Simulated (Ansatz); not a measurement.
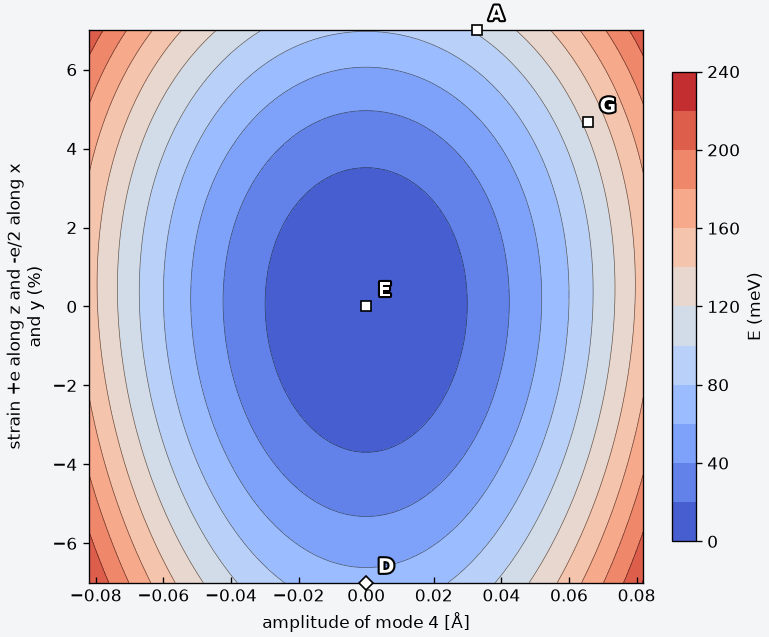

Ge (Fd-3m, No. 227; 2 atoms in the cell). The energy is mapped over a normal mode and a strain (zone-centre modes of the 2-atom cell of this scan) (x, y and z along the cube axes). Coordinates scanned: (1) amplitude of mode 4 (289 cm⁻¹), largest displacement in the unstrained cell; (2) strain +e along z and -e/2 along x and y. Nothing is relaxed (the pattern is fixed in fractional coordinates). The grid has 11 × 7 points; 42 points were computed and 35 follow by symmetry. Points are written as (first, second). Energies: meV per cell, counted from the lowest grid point. The lowest point has no gap; 1 points of the grid have one on the k-mesh. Level of theory: DFT LDA, scalar-relativistic, plane waves, PAW (Ansatz 0.2.0). Settings: cutoff 420 eV, k-mesh 14×14×14, gaussian smearing 0.15 eV, no spin polarisation.

In the figure: filled contours, lettered points. Between grid points the surface is interpolated.

What kind of point is each of E, G: minimum, saddle, maximum or slope?

E: minimum; G: on a slope. (In these two coordinates alone; a stationary point may lie a little off the grid point.)

Rank the lettered points by energy, lowest first.

E (0 meV), D (67 meV), A (102 meV), G (125 meV).

PAW datasets: the set soft_1.
